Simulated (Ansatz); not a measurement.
WS2: single-point calculation (part 1 of 2)

The run: single-point calculation of WS2 (R3m, 48 atoms in the cell). Method and program: DFT PBE, scalar-relativistic, plane waves, PAW, no spin polarisation (Ansatz 0.2.0).

The structure derives from a Materials Project entry. It belongs to a series of runs on one base structure; here: the perfect crystal in a cell of 48 atoms.

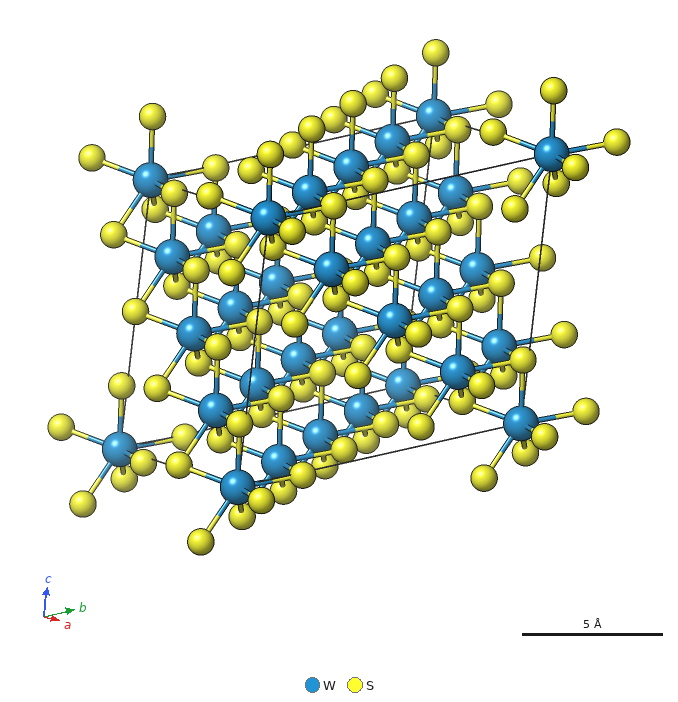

*The structure as given in the input (ball-and-stick view of the cell of the calculation, seen slightly off an axis; bonded neighbours outside the cell are drawn too). An atom can appear more than once, as a periodic image.*

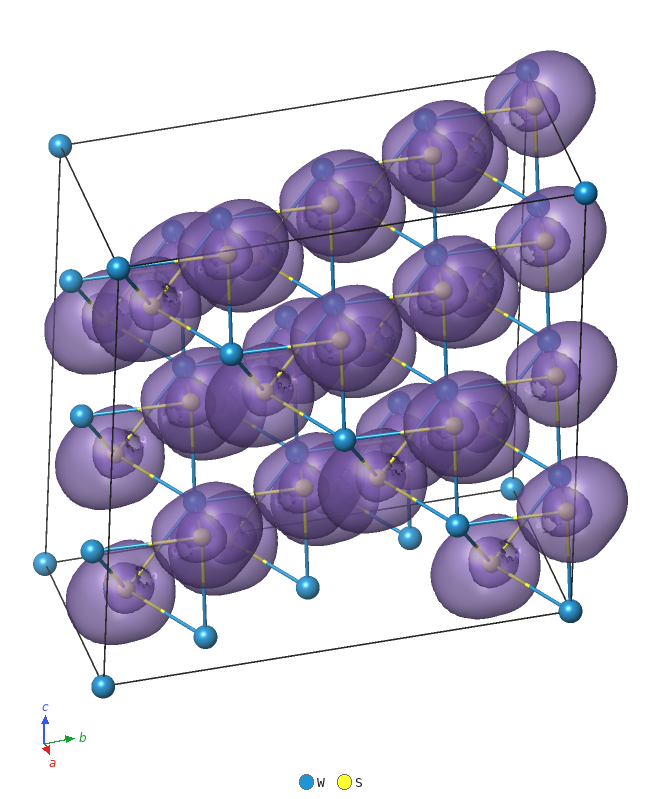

*Isosurface of the electron localisation function at 0.7 (purple), seen at an oblique angle. Core shells and regions of very low density are left out. Sticks mark near contacts. The outline is the calculation cell.*

Along the contacts the grid gives the following. W–S (2.42 Å): the ELF is about 0.50 at the midpoint. In a PAW calculation such maps are meaningful between the atoms, not at the nuclei.

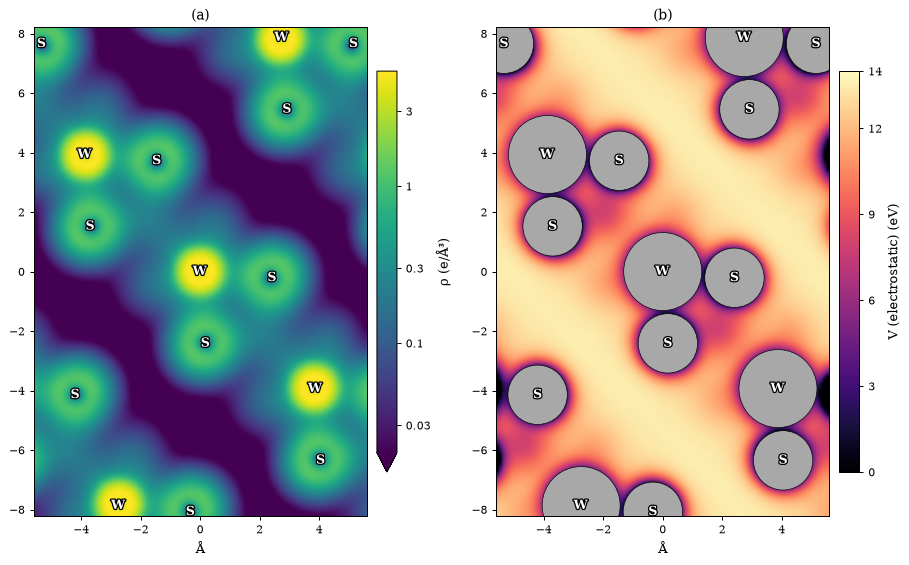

*(a) valence electron density; (b) electrostatic potential energy of an electron on the (101̄) plane of the calculation cell. Grey discs, where drawn, cover atomic cores.*

Atoms in the plane: W and S. W–S (2.42 Å): ρ is about 0.62 e/Å³ halfway. Away from the nuclei the density in this plane falls to 0.003 e/Å³ at its lowest. Outside the cores the potential energy rises away from the atoms and is highest about 2.3 Å from the nearest atoms; outside the discs it spans about 13 eV, and its zero is arbitrary.

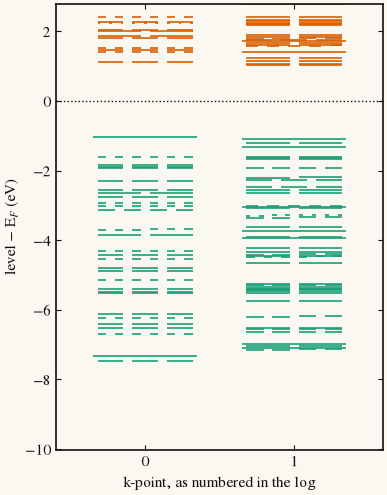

*Kohn–Sham levels near the Fermi level (dotted) at the few k-points that the log prints; levels within 0.02 eV of each other stand side by side.*

Among these points the highest filled and lowest empty levels are 2.05 eV apart, which is the gap on the mesh.

The input and output of the run follow.

Input
```yaml
crystal:
  lattice:
    - [0.0, 7.3617871071, -7.4744493696]
    - [6.375494652, -3.6808935536, -7.4744493696]
    - [-6.375494652, -3.6808935536, -7.4744493696]
  atoms:
    - { symbol: W, position: [0.9993225509, 0.2493225509, 0.7493225509] }
    - { symbol: W, position: [0.2493225509, 0.9993225509, 0.7493225509] }
    - { symbol: W, position: [0.4993225509, 0.7493225509, 0.7493225509] }
    - { symbol: W, position: [0.9993225509, 0.4993225509, 0.4993225509] }
    - { symbol: W, position: [0.7493225509, 0.4993225509, 0.7493225509] }
    - { symbol: W, position: [0.2493225509, 0.2493225509, 0.4993225509] }
    - { symbol: W, position: [0.4993225509, 0.9993225509, 0.4993225509] }
    - { symbol: W, position: [0.9993225509, 0.7493225509, 0.2493225509] }
    - { symbol: W, position: [0.7493225509, 0.7493225509, 0.4993225509] }
    - { symbol: W, position: [0.2493225509, 0.4993225509, 0.2493225509] }
    - { symbol: W, position: [0.4993225509, 0.2493225509, 0.2493225509] }
    - { symbol: W, position: [0.9993225509, 0.9993225509, 0.9993225509] }
    - { symbol: W, position: [0.7493225509, 0.9993225509, 0.2493225509] }
    - { symbol: W, position: [0.2493225509, 0.7493225509, 0.9993225509] }
    - { symbol: W, position: [0.4993225509, 0.4993225509, 0.9993225509] }
    - { symbol: W, position: [0.7493225509, 0.2493225509, 0.9993225509] }
    - { symbol: S, position: [0.5959257297, 0.8459257297, 0.3459257297] }
    - { symbol: S, position: [0.8459257297, 0.5959257297, 0.3459257297] }
    - { symbol: S, position: [0.0959257297, 0.3459257297, 0.3459257297] }
    - { symbol: S, position: [0.5959257297, 0.0959257297, 0.0959257297] }
    - { symbol: S, position: [0.3459257297, 0.0959257297, 0.3459257297] }
    - { symbol: S, position: [0.8459257297, 0.8459257297, 0.0959257297] }
    - { symbol: S, position: [0.0959257297, 0.5959257297, 0.0959257297] }
    - { symbol: S, position: [0.5959257297, 0.3459257297, 0.8459257297] }
    - { symbol: S, position: [0.3459257297, 0.3459257297, 0.0959257297] }
    - { symbol: S, position: [0.8459257297, 0.0959257297, 0.8459257297] }
    - { symbol: S, position: [0.0959257297, 0.8459257297, 0.8459257297] }
    - { symbol: S, position: [0.5959257297, 0.5959257297, 0.5959257297] }
    - { symbol: S, position: [0.3459257297, 0.5959257297, 0.8459257297] }
    - { symbol: S, position: [0.8459257297, 0.3459257297, 0.5959257297] }
    - { symbol: S, position: [0.0959257297, 0.0959257297, 0.5959257297] }
    - { symbol: S, position: [0.3459257297, 0.8459257297, 0.5959257297] }
    - { symbol: S, position: [0.7360517194, 0.9860517194, 0.4860517194] }
    - { symbol: S, position: [0.9860517194, 0.7360517194, 0.4860517194] }
    - { symbol: S, position: [0.2360517194, 0.4860517194, 0.4860517194] }
    - { symbol: S, position: [0.7360517194, 0.2360517194, 0.2360517194] }
    - { symbol: S, position: [0.4860517194, 0.2360517194, 0.4860517194] }
    - { symbol: S, position: [0.9860517194, 0.9860517194, 0.2360517194] }
    - { symbol: S, position: [0.2360517194, 0.7360517194, 0.2360517194] }
    - { symbol: S, position: [0.7360517194, 0.4860517194, 0.9860517194] }
    - { symbol: S, position: [0.4860517194, 0.4860517194, 0.2360517194] }
    - { symbol: S, position: [0.9860517194, 0.2360517194, 0.9860517194] }
    - { symbol: S, position: [0.2360517194, 0.9860517194, 0.9860517194] }
    - { symbol: S, position: [0.7360517194, 0.7360517194, 0.7360517194] }
    - { symbol: S, position: [0.4860517194, 0.7360517194, 0.9860517194] }
    - { symbol: S, position: [0.9860517194, 0.4860517194, 0.7360517194] }
    - { symbol: S, position: [0.2360517194, 0.2360517194, 0.7360517194] }
    - { symbol: S, position: [0.4860517194, 0.9860517194, 0.7360517194] }
basis:
  ecutwfc: 420
  xc_grid: 2
kpoints:
  mp_grid: { grid: [2, 2, 2], shift: [0.5, 0.5, 0.5] }
hamiltonian:
  xc: pbe
scf:
  occupations: { method: gaussian, width: 0.01 }
output:
  forces: true
  stress: true
  eigenvalues: true
  write_density: true
  write_potential: true
  elf: true
  volumetric_format: npy
```

Run as:
```bash
ansatz run input.yaml --threads 4 --pin off --max-ram 10240MiB --backend cpu --events-out ev --progress --plain --runs-dir out
```

Output
```
Engine: ansatz 0.2.0, x86_64-unknown-linux-gnu
Pseudopotentials: kind: paw
Pseudopotential: W, paw, valence charge 14, recommended cutoff 420 eV (normal), W.paw.azcp
Pseudopotential: S, paw, valence charge 6, recommended cutoff 420 eV (normal), S.paw.azcp
Functional definition: PBE
  parameter kappa = 0.804
  parameter beta = 0.06672455060314922
  exchange = pbe_x(kappa = kappa, mu = beta*pi^2/3)
  correlation = pbe_c(beta = beta)
Crystal: 48 atoms, lattice volume = 1052.441 Å³
Basis set: ecut = 420 eV, 20557 PW (Γ), exchange–correlation on 144×144×144 points (8 copies of the dense FFT grid, shifted against one another)
Bands: 256, of which v1, the nominal top of the filled ones, is band 208 counted from 1 (207 counted from 0)
Symmetry: 96 space group operations
Space group: R3m (ITA 160), of the structure as read, at distance tolerance 1.0e-4 Å
k-points: 2 of 8 (time reversal used)
Non-local potential: W, projectors of the file, l = 0: 3, l = 1: 2, l = 2: 2, l = 3: 1
Non-local potential: S, projectors of the file, l = 0: 2, l = 1: 2, l = 2: 2
PAW form: soft (Blöchl's): semilocal exchange-correlation on the pseudo side does not see the compensation charge
PAW one-centre angular grid: W, 590 points (default); XC on 64 Gauss nodes
PAW one-centre angular grid: S, 110 points (default); XC on 64 Gauss nodes
Initial density: superposition of atomic densities (neutral atoms: chi_scale 0, normalization atom), corrected by the library's trained network
Initial wavefunctions: pseudopotential atomic-orbital guess
Functional: x = pbe(κ = 0.804, μ = 0.2195149727645171), c = pbe(β = 0.06672455060314922)
SCF iter   1: F=—  HF=-195063.021158 eV  |F-HF|=—  |Δ(HF+E_count)|=         —  Δρ=5.20e-3  dr2=3.76e-1  ethr=1.77e-3  ⟨swp⟩=7.5  Hψ=2140  notcnv=0  defer=33
preconditioner: auto → Resta (q_TF=auto, 2.337 Å⁻¹)  ε∞=6.6  [insulator: Δε(μ)=2.025 eV  Ē_g=8.243 eV  σ=0.010 eV  W_gap=1.00  n_scr=214 (ndim 8)  ℏωp=19.4 eV  f_vac=0.192  D(μ)=0.00/eV (n_scr^D=0)  ε∞_Penn≈6.6]
SCF iter   2: F=—  HF=-195063.020957 eV  |F-HF|=—  |Δ(HF+E_count)|=   2.02e-4  Δρ=2.64e-3  dr2=3.38e-2  ethr=9.04e-5  ⟨swp⟩=2.5  Hψ=784  notcnv=0  defer=79
SCF iter   3: F=—  HF=-195063.045957 eV  |F-HF|=—  |Δ(HF+E_count)|=   2.50e-2  Δρ=1.32e-3  dr2=1.11e-2  ethr=8.14e-6  ⟨swp⟩=2.0  Hψ=693  notcnv=0  defer=79
SCF iter   4: F=—  HF=-195063.056008 eV  |F-HF|=—  |Δ(HF+E_count)|=   1.01e-2  Δρ=1.37e-4  dr2=4.31e-4  ethr=2.67e-6  ⟨swp⟩=2.0  Hψ=674  notcnv=0  defer=79
SCF iter   5: F=—  HF=-195063.056012 eV  |F-HF|=—  |Δ(HF+E_count)|=   4.56e-6  Δρ=5.00e-5  dr2=8.57e-5  ethr=1.04e-7  ⟨swp⟩=2.0  Hψ=721  notcnv=0  defer=79
SCF iter   6: F=—  HF=-195063.060304 eV  |F-HF|=—  |Δ(HF+E_count)|=   4.29e-3  Δρ=1.46e-5  dr2=5.86e-6  ethr=2.06e-8  ⟨swp⟩=2.0  Hψ=657  notcnv=0  defer=79
SCF iter   7: F=—  HF=-195063.060305 eV  |F-HF|=—  |Δ(HF+E_count)|=   1.80e-6  Δρ=4.01e-6  dr2=3.27e-7  ethr=1.41e-9  ⟨swp⟩=2.0  Hψ=706  notcnv=0  defer=79
SCF iter   8: F=-195063.060306 eV  HF=-195063.060306 eV  |F-HF|=1.65e-8  |Δ(HF+E_count)|=   5.17e-7  Δρ=1.76e-6  dr2=7.44e-8  ethr=2.40e-11  ⟨swp⟩=18.0  Hψ=4304  notcnv=0
SCF 1 converged in 8 iterations: F = -195063.060306 eV  dr2 = 7.44e-8
  greatest PAW one-centre occupation: 1.000 electrons in one spin orbital (limit 2), on the W atom at site 15 (counted from 0), in its partial waves of l = 0
SCF converged after 8 iterations
Free energy (F): -195063.060306 eV
Harris-Foulkes:  -195063.060306 eV  (|F-HF|=1.65e-8)
Internal energy: -195063.060306 eV  (E = F + TS)
E sigma→0 (E₀):  -195063.060306 eV
Fermi energy:    8.910520 eV
--- Per-component energies (eV) ---
  E_band       = -4297.419964
  E_kinetic    = 10639.941370
  E_local      = -43869.054461  (includes V_loc(G=0)·N_el)
  E_nonlocal   = 915.929918
  E_hartree    = 18402.600346
  E_xc         = -7386.248731
  E_vxc        = -6629.118373  (∫ρ·V_xc dr)
  E_paw        = -156208.900554  (= ΣΔE_a)
  E_vpaw       = -2160.321929  (= ΣTr[D̂ρ^β])
  E_aug_tail   = -0.000947  (compensation charges beyond the density's cutoff)
  E_ewald      = -17557.327247
  E_smearing   = -0.000000  (= −TS)
  E_closure    = -0.000000  (closes the sum)
  Σ components = -195063.060306   (vs F -195063.060306, Δ=0.00e0)
```
